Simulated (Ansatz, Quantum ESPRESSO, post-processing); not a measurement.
# Band line-up of the AlN/SiC(110) superlattice, 7 + 7 layers, a = 4.302 Å, part 7 of 8

Wanted: the band alignment of the AlN/SiC(110) superlattice, 7 + 7 layers, a = 4.302 Å.

Quantum ESPRESSO 7.5; plane-wave DFT, LDA, GBRV ultrasoft pseudopotentials; geometry and cross-check by Ansatz 0.2.0 with PAW datasets.

So far. Step 10 (Macroscopic average of bulk SiC): In a crystal the running mean should be flat; that of average.x keeps a ripple of 0.24 eV. The line-up therefore uses an exact Fourier window on the same potential. Step 11 (Ground state of the superlattice): The run needed 12 iterations to bring the estimated error under 1e-07 Ry; the largest force on any atom, held or free, is 0.03 eV/Å.

**13. Planar and running averages of the superlattice**

File ab.avg.in:

```
1
ab.pot.dat
1.0
280
3
5.7484965527
```

Command:

```sh
> OMP_NUM_THREADS=1 average.x < ab.avg.in > ab.avg.out
```

Numbers of over 12 decimals in the logs are rounded to 6 here.

Log:

```text
[banner, memory and clock lines left out]
Program AVERAGE v.7.5 starts

          URL

     Reading header from file  ab.pot.dat
     Reading data from file  ab.pot.dat
     Output written to file avg.dat

[...]
```

Elapsed: 0.52 s, on 1 MPI rank of Arm Neoverse V2, shared host; peak memory 0.11 GiB.

Numbers from this step:

| Property | Result |
| --- | --- |
| average.x's running mean in the AlN layers, on the run's own zero | 1.856 eV |
| slope of the running mean in the AlN layers | 2.13e-4 eV/Å |
| mean potential by an exact Fourier window in the AlN layers, on the run's own zero | 1.856 eV |
| average.x's running mean in the SiC layers, on the run's own zero | 1.538 eV |
| slope of the running mean in the SiC layers | -4.69e-4 eV/Å |
| mean potential by an exact Fourier window in the SiC layers, on the run's own zero | 1.538 eV |

The potential energy, running mean oscillates, so the rows of the table below give means over windows of 1.52 Å about each position, cut where the curve ends. Its maxima inside the range that stand out by 2 % of the span (Å: eV): 1.5: -7.92, 3.0: -8.00, 4.6: -7.99, 6.1: -8.00, 7.6: -7.92, 9.1: -8.02, 10.6: -8.38, 12.2: -8.43, 13.7: -8.32, 15.2: -8.33, 16.7: -8.33, 18.3: -8.44, 19.8: -8.39. Its minima: 0.7: -8.22, 2.3: -8.24, 3.8: -8.25, 5.3: -8.25, 6.8: -8.24, 8.4: -8.22, 10.0: -8.44, 11.4: -8.64, 12.9: -8.59, 14.4: -8.56, 16.0: -8.56, 17.5: -8.59, 19.0: -8.64, 20.5: -8.44.

Electrostatic potential energy of an electron; zero at the Fermi level; window 3.0420 Å. Table of potential energy, running mean by z; means over each step:

| z (Å) | potential energy, running mean (eV) |
| --- | --- |
| 0.76 | -8.10 |
| 2.28 | -8.11 |
| 3.80 | -8.13 |
| 5.32 | -8.13 |
| 6.84 | -8.11 |
| 8.36 | -8.10 |
| 9.88 | -8.32 |
| 11.40 | -8.53 |
| 12.92 | -8.48 |
| 14.44 | -8.45 |
| 15.96 | -8.45 |
| 17.48 | -8.48 |
| 19.00 | -8.53 |
| 20.52 | -8.34 |

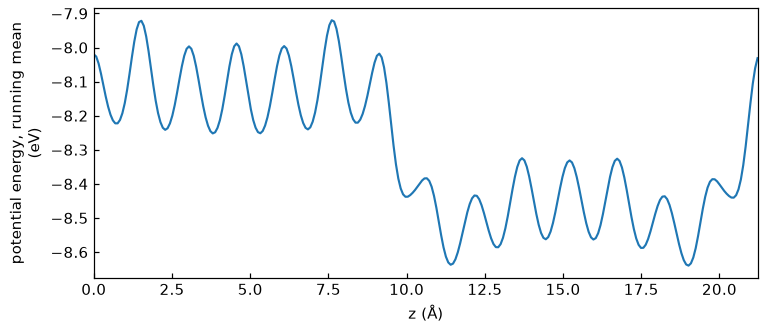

Potential energy, running mean, plotted against z.

**14. Projected density of states**

Projections on atomic orbitals tell which layers and orbitals hold the states near the zero of energy.

File pdos.in:

```
&projwfc
  prefix = 'ab'
  outdir = './out'
  filpdos = 'pdos'
  Emin = 6.986
  Emax = 13.986
  DeltaE = 0.05
  ngauss = 0
  degauss = 0.006
/
```

Command:

```sh
> OMP_NUM_THREADS=1 mpirun -n 2 projwfc.x -in pdos.in > pdos.out
```

Log:

```text
[banner, memory and clock lines left out]
Program PROJWFC v.7.5 starts

          URL

     ./out/ab.save/

     IMPORTANT: XC functional enforced from input :
     Exchange-correlation= PZ
                           (   1   1   0   0   0   0   0)
     Any further DFT definition will be discarded
     Please, verify this is what you really want

     Gaussian broadening (read from input): ngauss,degauss=   0    0.006000

     Calling projwave ....

  Problem Sizes
  natomwfc =          112
  nbnd     =           67
  nkstot   =           20
  npwx     =         4076
  nkb      =          301

     Atomic states used for projection
     (read from pseudopotential files):

     state #   1: atom   1 (Al ), wfc  1 (l=0 m= 1)
     state #   2: atom   1 (Al ), wfc  2 (l=1 m= 1)
     state #   3: atom   1 (Al ), wfc  2 (l=1 m= 2)
     state #   4: atom   1 (Al ), wfc  2 (l=1 m= 3)
     state #   5: atom   2 (N  ), wfc  1 (l=0 m= 1)
     state #   6: atom   2 (N  ), wfc  2 (l=1 m= 1)
     state #   7: atom   2 (N  ), wfc  2 (l=1 m= 2)
     state #   8: atom   2 (N  ), wfc  2 (l=1 m= 3)
     state #   9: atom   3 (Al ), wfc  1 (l=0 m= 1)
     state #  10: atom   3 (Al ), wfc  2 (l=1 m= 1)
     state #  11: atom   3 (Al ), wfc  2 (l=1 m= 2)
     state #  12: atom   3 (Al ), wfc  2 (l=1 m= 3)
     state #  13: atom   4 (N  ), wfc  1 (l=0 m= 1)
     state #  14: atom   4 (N  ), wfc  2 (l=1 m= 1)
     state #  15: atom   4 (N  ), wfc  2 (l=1 m= 2)
     state #  16: atom   4 (N  ), wfc  2 (l=1 m= 3)
     state #  17: atom   5 (Al ), wfc  1 (l=0 m= 1)
     state #  18: atom   5 (Al ), wfc  2 (l=1 m= 1)
     state #  19: atom   5 (Al ), wfc  2 (l=1 m= 2)
     state #  20: atom   5 (Al ), wfc  2 (l=1 m= 3)
     state #  21: atom   6 (N  ), wfc  1 (l=0 m= 1)
     state #  22: atom   6 (N  ), wfc  2 (l=1 m= 1)
     state #  23: atom   6 (N  ), wfc  2 (l=1 m= 2)
     state #  24: atom   6 (N  ), wfc  2 (l=1 m= 3)
     state #  25: atom   7 (Al ), wfc  1 (l=0 m= 1)
     state #  26: atom   7 (Al ), wfc  2 (l=1 m= 1)
     state #  27: atom   7 (Al ), wfc  2 (l=1 m= 2)
     state #  28: atom   7 (Al ), wfc  2 (l=1 m= 3)
     state #  29: atom   8 (N  ), wfc  1 (l=0 m= 1)
     state #  30: atom   8 (N  ), wfc  2 (l=1 m= 1)
     state #  31: atom   8 (N  ), wfc  2 (l=1 m= 2)
     state #  32: atom   8 (N  ), wfc  2 (l=1 m= 3)
     state #  33: atom   9 (Al ), wfc  1 (l=0 m= 1)
     state #  34: atom   9 (Al ), wfc  2 (l=1 m= 1)
     state #  35: atom   9 (Al ), wfc  2 (l=1 m= 2)
     state #  36: atom   9 (Al ), wfc  2 (l=1 m= 3)
     state #  37: atom  10 (N  ), wfc  1 (l=0 m= 1)
     state #  38: atom  10 (N  ), wfc  2 (l=1 m= 1)
     state #  39: atom  10 (N  ), wfc  2 (l=1 m= 2)
     state #  40: atom  10 (N  ), wfc  2 (l=1 m= 3)
     state #  41: atom  11 (Al ), wfc  1 (l=0 m= 1)
     state #  42: atom  11 (Al ), wfc  2 (l=1 m= 1)
     state #  43: atom  11 (Al ), wfc  2 (l=1 m= 2)
     state #  44: atom  11 (Al ), wfc  2 (l=1 m= 3)
     state #  45: atom  12 (N  ), wfc  1 (l=0 m= 1)
     state #  46: atom  12 (N  ), wfc  2 (l=1 m= 1)
     state #  47: atom  12 (N  ), wfc  2 (l=1 m= 2)
     state #  48: atom  12 (N  ), wfc  2 (l=1 m= 3)
     state #  49: atom  13 (Al ), wfc  1 (l=0 m= 1)
     state #  50: atom  13 (Al ), wfc  2 (l=1 m= 1)
     state #  51: atom  13 (Al ), wfc  2 (l=1 m= 2)
     state #  52: atom  13 (Al ), wfc  2 (l=1 m= 3)
     state #  53: atom  14 (N  ), wfc  1 (l=0 m= 1)
     state #  54: atom  14 (N  ), wfc  2 (l=1 m= 1)
     state #  55: atom  14 (N  ), wfc  2 (l=1 m= 2)
     state #  56: atom  14 (N  ), wfc  2 (l=1 m= 3)
     state #  57: atom  15 (Si ), wfc  1 (l=0 m= 1)
     state #  58: atom  15 (Si ), wfc  2 (l=1 m= 1)
     state #  59: atom  15 (Si ), wfc  2 (l=1 m= 2)
     state #  60: atom  15 (Si ), wfc  2 (l=1 m= 3)
     state #  61: atom  16 (C  ), wfc  1 (l=0 m= 1)
     state #  62: atom  16 (C  ), wfc  2 (l=1 m= 1)
     state #  63: atom  16 (C  ), wfc  2 (l=1 m= 2)
     state #  64: atom  16 (C  ), wfc  2 (l=1 m= 3)
     state #  65: atom  17 (Si ), wfc  1 (l=0 m= 1)
     state #  66: atom  17 (Si ), wfc  2 (l=1 m= 1)
     state #  67: atom  17 (Si ), wfc  2 (l=1 m= 2)
     state #  68: atom  17 (Si ), wfc  2 (l=1 m= 3)
     state #  69: atom  18 (C  ), wfc  1 (l=0 m= 1)
     state #  70: atom  18 (C  ), wfc  2 (l=1 m= 1)
     state #  71: atom  18 (C  ), wfc  2 (l=1 m= 2)
     state #  72: atom  18 (C  ), wfc  2 (l=1 m= 3)
     state #  73: atom  19 (Si ), wfc  1 (l=0 m= 1)
     state #  74: atom  19 (Si ), wfc  2 (l=1 m= 1)
     state #  75: atom  19 (Si ), wfc  2 (l=1 m= 2)
     state #  76: atom  19 (Si ), wfc  2 (l=1 m= 3)
     state #  77: atom  20 (C  ), wfc  1 (l=0 m= 1)
     state #  78: atom  20 (C  ), wfc  2 (l=1 m= 1)
     state #  79: atom  20 (C  ), wfc  2 (l=1 m= 2)
     state #  80: atom  20 (C  ), wfc  2 (l=1 m= 3)
     state #  81: atom  21 (Si ), wfc  1 (l=0 m= 1)
     state #  82: atom  21 (Si ), wfc  2 (l=1 m= 1)
     state #  83: atom  21 (Si ), wfc  2 (l=1 m= 2)
     state #  84: atom  21 (Si ), wfc  2 (l=1 m= 3)
     state #  85: atom  22 (C  ), wfc  1 (l=0 m= 1)
     state #  86: atom  22 (C  ), wfc  2 (l=1 m= 1)
     state #  87: atom  22 (C  ), wfc  2 (l=1 m= 2)
     state #  88: atom  22 (C  ), wfc  2 (l=1 m= 3)
     state #  89: atom  23 (Si ), wfc  1 (l=0 m= 1)
     state #  90: atom  23 (Si ), wfc  2 (l=1 m= 1)
     state #  91: atom  23 (Si ), wfc  2 (l=1 m= 2)
     state #  92: atom  23 (Si ), wfc  2 (l=1 m= 3)
     state #  93: atom  24 (C  ), wfc  1 (l=0 m= 1)
     state #  94: atom  24 (C  ), wfc  2 (l=1 m= 1)
     state #  95: atom  24 (C  ), wfc  2 (l=1 m= 2)
     state #  96: atom  24 (C  ), wfc  2 (l=1 m= 3)
     state #  97: atom  25 (Si ), wfc  1 (l=0 m= 1)
     state #  98: atom  25 (Si ), wfc  2 (l=1 m= 1)
     state #  99: atom  25 (Si ), wfc  2 (l=1 m= 2)
     state # 100: atom  25 (Si ), wfc  2 (l=1 m= 3)
     state # 101: atom  26 (C  ), wfc  1 (l=0 m= 1)
     state # 102: atom  26 (C  ), wfc  2 (l=1 m= 1)
     state # 103: atom  26 (C  ), wfc  2 (l=1 m= 2)
     state # 104: atom  26 (C  ), wfc  2 (l=1 m= 3)
     state # 105: atom  27 (Si ), wfc  1 (l=0 m= 1)
     state # 106: atom  27 (Si ), wfc  2 (l=1 m= 1)
     state # 107: atom  27 (Si ), wfc  2 (l=1 m= 2)
     state # 108: atom  27 (Si ), wfc  2 (l=1 m= 3)
     state # 109: atom  28 (C  ), wfc  1 (l=0 m= 1)
     state # 110: atom  28 (C  ), wfc  2 (l=1 m= 1)
     state # 111: atom  28 (C  ), wfc  2 (l=1 m= 2)
     state # 112: atom  28 (C  ), wfc  2 (l=1 m= 3)

[... projections of each state ...]
Lowdin Charges:

     Atom #   1: total charge =   1.9890, s =  0.5834,
     Atom #   1: total charge =   1.9890, p =  1.4056, pz=  0.4870, px=  0.4751, py=  0.4435,
     Atom #   2: total charge =   5.9820, s =  1.3966,
     Atom #   2: total charge =   5.9820, p =  4.5854, pz=  1.4916, px=  1.5372, py=  1.5567,
     Atom #   3: total charge =   1.9216, s =  0.5543,
     Atom #   3: total charge =   1.9216, p =  1.3673, pz=  0.4555, px=  0.4541, py=  0.4577,
     Atom #   4: total charge =   6.0230, s =  1.3922,
     Atom #   4: total charge =   6.0230, p =  4.6308, pz=  1.5490, px=  1.5409, py=  1.5409,
     Atom #   5: total charge =   1.9224, s =  0.5488,
     Atom #   5: total charge =   1.9224, p =  1.3736, pz=  0.4585, px=  0.4582, py=  0.4568,
     Atom #   6: total charge =   6.0185, s =  1.3932,
     Atom #   6: total charge =   6.0185, p =  4.6253, pz=  1.5371, px=  1.5447, py=  1.5435,
     Atom #   7: total charge =   1.9208, s =  0.5498,
     Atom #   7: total charge =   1.9208, p =  1.3710, pz=  0.4575, px=  0.4560, py=  0.4575,
     Atom #   8: total charge =   6.0211, s =  1.3929,
     Atom #   8: total charge =   6.0211, p =  4.6282, pz=  1.5456, px=  1.5404, py=  1.5423,
     Atom #   9: total charge =   1.9224, s =  0.5488,
     Atom #   9: total charge =   1.9224, p =  1.3736, pz=  0.4585, px=  0.4582, py=  0.4568,
     Atom #  10: total charge =   6.0185, s =  1.3932,
     Atom #  10: total charge =   6.0185, p =  4.6253, pz=  1.5371, px=  1.5447, py=  1.5435,
     Atom #  11: total charge =   1.9216, s =  0.5543,
     Atom #  11: total charge =   1.9216, p =  1.3673, pz=  0.4555, px=  0.4541, py=  0.4577,
     Atom #  12: total charge =   6.0230, s =  1.3922,
     Atom #  12: total charge =   6.0230, p =  4.6308, pz=  1.5490, px=  1.5409, py=  1.5409,
     Atom #  13: total charge =   1.9890, s =  0.5834,
     Atom #  13: total charge =   1.9890, p =  1.4056, pz=  0.4870, px=  0.4751, py=  0.4435,
     Atom #  14: total charge =   5.9820, s =  1.3966,
     Atom #  14: total charge =   5.9820, p =  4.5854, pz=  1.4916, px=  1.5372, py=  1.5567,
     Atom #  15: total charge =   2.7991, s =  0.8045,
     Atom #  15: total charge =   2.7991, p =  1.9946, pz=  0.6301, px=  0.6611, py=  0.7033,
     Atom #  16: total charge =   5.0905, s =  1.1393,
     Atom #  16: total charge =   5.0905, p =  3.9512, pz=  1.3457, px=  1.3171, py=  1.2884,
     Atom #  17: total charge =   2.8922, s =  0.8285,
     Atom #  17: total charge =   2.8922, p =  2.0638, pz=  0.6869, px=  0.6906, py=  0.6862,
     Atom #  18: total charge =   5.0316, s =  1.1454,
     Atom #  18: total charge =   5.0316, p =  3.8861, pz=  1.2917, px=  1.2952, py=  1.2993,
     Atom #  19: total charge =   2.8984, s =  0.8410,
     Atom #  19: total charge =   2.8984, p =  2.0574, pz=  0.6854, px=  0.6846, py=  0.6874,
     Atom #  20: total charge =   5.0349, s =  1.1423,
     Atom #  20: total charge =   5.0349, p =  3.8926, pz=  1.3024, px=  1.2956, py=  1.2946,
     Atom #  21: total charge =   2.8953, s =  0.8360,
     Atom #  21: total charge =   2.8953, p =  2.0593, pz=  0.6861, px=  0.6878, py=  0.6854,
     Atom #  22: total charge =   5.0291, s =  1.1427,
     Atom #  22: total charge =   5.0291, p =  3.8864, pz=  1.2914, px=  1.2971, py=  1.2980,
     Atom #  23: total charge =   2.8984, s =  0.8410,
     Atom #  23: total charge =   2.8984, p =  2.0574, pz=  0.6854, px=  0.6846, py=  0.6874,
     Atom #  24: total charge =   5.0349, s =  1.1423,
     Atom #  24: total charge =   5.0349, p =  3.8926, pz=  1.3024, px=  1.2956, py=  1.2946,
     Atom #  25: total charge =   2.8922, s =  0.8285,
     Atom #  25: total charge =   2.8922, p =  2.0638, pz=  0.6869, px=  0.6906, py=  0.6862,
     Atom #  26: total charge =   5.0315, s =  1.1454,
     Atom #  26: total charge =   5.0315, p =  3.8861, pz=  1.2917, px=  1.2952, py=  1.2993,
     Atom #  27: total charge =   2.7991, s =  0.8045,
     Atom #  27: total charge =   2.7991, p =  1.9945, pz=  0.6301, px=  0.6611, py=  0.7033,
     Atom #  28: total charge =   5.0905, s =  1.1393,
     Atom #  28: total charge =   5.0905, p =  3.9512, pz=  1.3457, px=  1.3171, py=  1.2884,
     Spilling Parameter:   0.0083
```

Elapsed: 4.6 s, on 2 MPI ranks; peak memory 0.2 GiB.

Read from the output:

```
spilling of the projection : 0.0083
```

The density of states has structure finer than the step of the table below, so its rows give means over 0.5 eV, whole bins alone (the curve runs from -3.00 to 3.80 eV). Peaks (eV: height): -2.90: 16.7, -2.35: 11.6, -1.75: 11.1, 1.85: 3.44, 2.95: 7.42, 3.50: 9.33.

Gaussian width 0.006 Ry; cut where the computed bands begin to run out. Density of states against energy, zero at the Fermi level; means over each step:

| energy (eV) | density of states (states/eV a cell) |
| --- | --- |
| -2.5 | 11.3 |
| -2.0 | 8.01 |
| -1.5 | 5.61 |
| -1.0 | 2.82 |
| -0.5 | 0.0765 |
| 0.0 | 0 |
| 0.5 | 0.0967 |
| 1.0 | 0.569 |
| 1.5 | 1.56 |
| 2.0 | 2.23 |
| 2.5 | 2.89 |
| 3.0 | 5.85 |
| 3.5 | 6.40 |

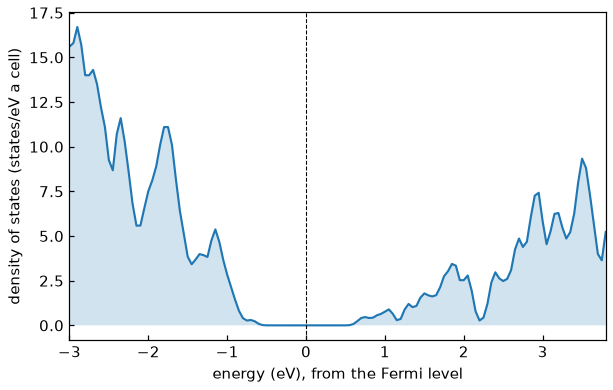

Density of states against energy.

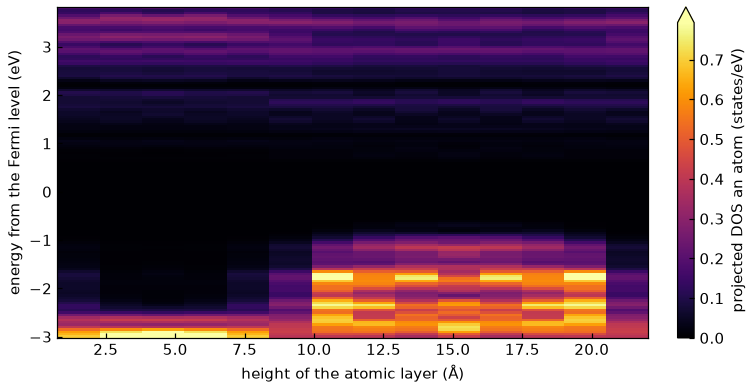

Projected DOS an atom over height of the atomic layer and energy from the Fermi level. Columns are the atomic layers from the bottom up.

Löwdin valence electrons by element, in e:

| element | atoms | mean | spread (r.m.s.) | least | largest |
| --- | --- | --- | --- | --- | --- |
| Al | 7 | 1.94 | 0.03 | 1.92 | 1.99 |
| N | 7 | 6.01 | 0.02 | 5.98 | 6.02 |
| Si | 7 | 2.87 | 0.04 | 2.80 | 2.90 |
| C | 7 | 5.05 | 0.03 | 5.03 | 5.09 |

The atoms farthest from the mean of their element:

| atom | x, y, z (Å) | Löwdin valence electrons (e) |
| --- | --- | --- |
| Si15 | 2.12, 1.52, 10.67 | 2.80 |
| Si27 | 2.12, 1.52, 19.75 | 2.80 |
| Al13 | 0.03, 0.00, 9.15 | 1.99 |
| Al1 | 0.03, 0.00, -0.02 | 1.99 |
| C28 | 3.14, 0.00, 19.74 | 5.09 |
| C16 | 3.14, 0.00, 10.68 | 5.09 |
| Si23 | 2.07, 1.52, 16.73 | 2.90 |
| Si19 | 2.07, 1.52, 13.69 | 2.90 |

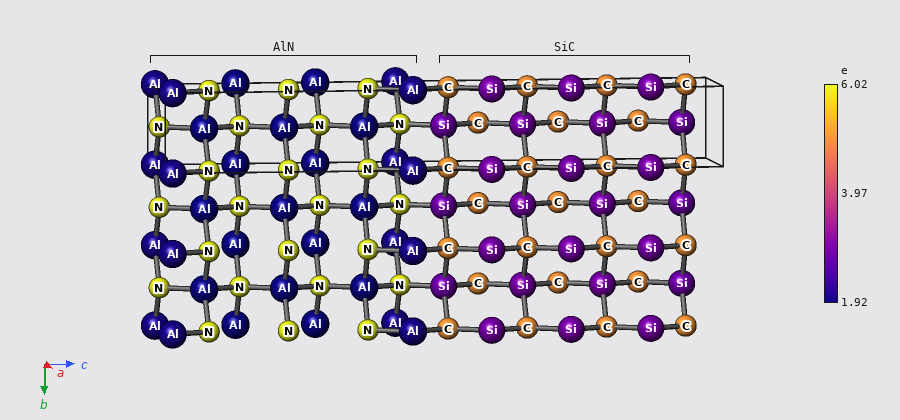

Atoms coloured by Löwdin valence electrons. 1×3×1 cells are drawn. Some periodic images of atoms are drawn too.

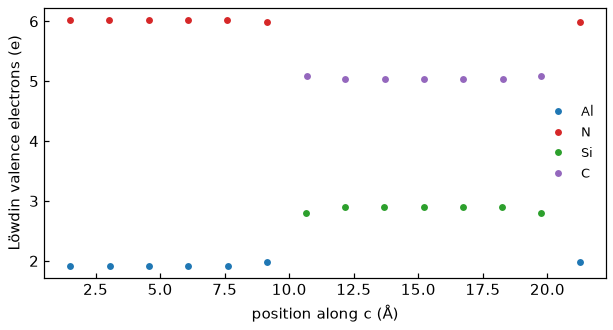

Löwdin valence electrons along the cell.

The atomic orbitals miss 0.8 % of the occupied states; for empty states the projections can miss much more.

**15. The line-up**

Each edge is taken over its own crystal's mean potential and then placed on the mean potential of those layers in the superlattice:

| crystal | valence top − mean (eV) | conduction bottom − mean (eV) | mean in the superlattice (eV) |
| --- | --- | --- | --- |
| AlN | 5.716 | 8.953 | 1.856 |
| SiC | 7.785 | 9.069 | 1.538 |

Valence offset = (7.785 + 1.538) − (5.716 + 1.856) = 1.751 eV; conduction offset = -0.202 eV.

**16. Cross-check with Ansatz of bulk AlN**

As a check, the same structure is run in Ansatz.

Level of this step: plane-wave DFT, LDA, Ansatz PAW (Ansatz 0.2.0).

File input.yaml:

```yaml
crystal:
  lattice:
    - [4.302, 0.0, 0.0]
    - [0.0, 3.0419733727, 0.0]
    - [0.0, 0.0, 3.0419733727]
  atoms:
    - { symbol: Al, position: [0.0, 0.0, 0.0] }
    - { symbol: "N", position: [0.25, 0.5, 0.0] }
    - { symbol: Al, position: [0.5, 0.5, 0.5] }
    - { symbol: "N", position: [0.75, 0.0, 0.5] }
kpoints:
  mp_grid: { grid: [6, 8, 8] }
hamiltonian:
  xc: lda
scf:
  occupations: { method: fermi_dirac, width: 0.02 }
  convergence: { dr2_threshold: 1.0e-08 }
output:
  eigenvalues: true
checkpoint:
  write: az.a.run
  compress: false
  write_wavefunctions: false
```

Command:

```sh
> ansatz run input.yaml --threads 2 --pin off --max-ram 4096MiB --backend cpu --events-out ev --progress --plain --runs-dir out
```

Log:

```text
[...]
Crystal: 4 atoms, lattice volume = 39.809 Å³
Basis set: ecut = 420 eV, 775 PW (Γ)
Bands: 12, of which v1, the nominal top of the filled ones, is band 8 counted from 1 (7 counted from 0)
Symmetry: 16 space group operations
[...]
k-points: 60 of 384 (time reversal used)
[...]
SCF iter   1: F=—  HF=-1779.613767 eV  |F-HF|=—  |Δ(HF+E_count)|=         —  Δρ=9.10e-3  dr2=3.66e-2  ethr=1.77e-3  ⟨swp⟩=6.1  Hψ=4868  notcnv=0
[...]
SCF iter   6: F=-1779.602252 eV  HF=-1779.602252 eV  |F-HF|=3.62e-11  |Δ(HF+E_count)|=   3.54e-9  Δρ=6.32e-7  dr2=9.24e-11  ethr=6.25e-11  ⟨swp⟩=2.2  Hψ=1617  notcnv=0
SCF 1 converged in 6 iterations: F = -1779.602252 eV  dr2 = 9.24e-11
[...]
SCF converged after 6 iterations
Free energy (F): -1779.602252 eV
[...]
Internal energy: -1779.602252 eV  (E = F + TS)
E sigma→0 (E₀):  -1779.602252 eV
Fermi energy:    8.803605 eV
[...]
--- Band table (eV; the first three rows and the last of 60) ---
  k-point 0: bands = [... 4 lower, 5.3289, 7.1619, 7.1619, 7.1619, 10.4261, 11.8033, 15.8594, 19.9741]
  k-point 1: bands = [... 4 lower, 5.4394, 6.3893, 6.9839, 7.1614, 11.0830, 12.4651, 16.4198, 19.5772]
  k-point 2: bands = [... 4 lower, 4.9147, 5.7478, 6.4481, 7.1221, 12.3271, 13.6798, 17.4341, 18.9281]
  k-point 59: bands = [... 4 lower, 3.5360, 3.5360, 4.3439, 4.3439, 13.2302, 13.2302, 18.6626, 18.6626]
```

The job ended after 1.1 s (2 threads; peak memory 0.3 GiB; 2.2 s of CPU time).

This step gave:

```
free energy         : -1779.6023 eV
Fermi energy        : 8.804 eV
gap by band count   : 3.264 eV
symmetry operations : 16
```

**17. Cross-check with Ansatz of bulk SiC**

input.yaml, the sections that differ from step 16:

```yaml
crystal:
  lattice:
    - [4.302, 0.0, 0.0]
    - [0.0, 3.0419733727, 0.0]
    - [0.0, 0.0, 3.0419733727]
  atoms:
    - { symbol: Si, position: [0.0, 0.0, 0.0] }
    - { symbol: C, position: [0.25, 0.5, 0.0] }
    - { symbol: Si, position: [0.5, 0.5, 0.5] }
    - { symbol: C, position: [0.75, 0.0, 0.5] }
checkpoint:
  write: az.b.run
  compress: false
  write_wavefunctions: false
# kpoints, hamiltonian, scf, output: as in step 16
```

Log:

```text
[...]
Crystal: 4 atoms, lattice volume = 39.809 Å³
Basis set: ecut = 420 eV, 775 PW (Γ)
Bands: 12, of which v1, the nominal top of the filled ones, is band 8 counted from 1 (7 counted from 0)
Symmetry: 16 space group operations
[...]
k-points: 60 of 384 (time reversal used)
[...]
SCF iter   1: F=—  HF=-1704.396525 eV  |F-HF|=—  |Δ(HF+E_count)|=         —  Δρ=7.39e-3  dr2=2.06e-2  ethr=1.77e-3  ⟨swp⟩=5.8  Hψ=4885  notcnv=0
[...]
SCF iter   7: F=-1704.390305 eV  HF=-1704.390305 eV  |F-HF|=1.00e-11  |Δ(HF+E_count)|=  1.68e-11  Δρ=4.62e-7  dr2=3.46e-11  ethr=1.50e-11  ⟨swp⟩=1.0  Hψ=1803  notcnv=0
SCF 1 converged in 7 iterations: F = -1704.390305 eV  dr2 = 3.46e-11
[...]
SCF converged after 7 iterations
Free energy (F): -1704.390305 eV
[...]
Internal energy: -1704.390305 eV  (E = F + TS)
E sigma→0 (E₀):  -1704.390305 eV
Fermi energy:    10.383745 eV
[...]
--- Band table (eV; the first three rows and the last of 60) ---
  k-point 0: bands = [... 4 lower, 6.4695, 9.7379, 9.7380, 9.7380, 11.0215, 14.0682, 16.4622, 17.2077]
  k-point 1: bands = [... 4 lower, 6.6270, 8.8387, 9.3206, 9.7179, 11.7828, 15.0834, 16.7478, 17.1907]
  k-point 2: bands = [... 4 lower, 7.0500, 7.0798, 8.2016, 9.5866, 12.8141, 16.9897, 17.3754, 17.6130]
  k-point 59: bands = [... 4 lower, 4.5425, 4.5425, 4.8793, 4.8793, 14.9328, 14.9328, 19.4182, 19.4182]
```

It took 1.4 s on 2 threads; peak memory 0.3 GiB; 2.6 s of CPU time.

Numbers from this step:

* free energy: -1704.3903 eV
* Fermi energy: 10.38 eV
* gap by band count: 1.284 eV

(Continued in part 8 of 8.)

[Logs are printed without paths, hosts, clocks, repeated set-up lines and the standing remarks that a program may print on its own settings, such as how far it seeks lower states.]

[Hosts, paths, dates, database ids (printed as entryN), source tags and the programs' standing remarks are cut or masked in the printed files.]

[Maps of the electrostatic potential energy from Ansatz leave out the sawtooth potential of an applied field or a dipole correction, so their vacuum need not be flat; planar profiles and work functions include it.]
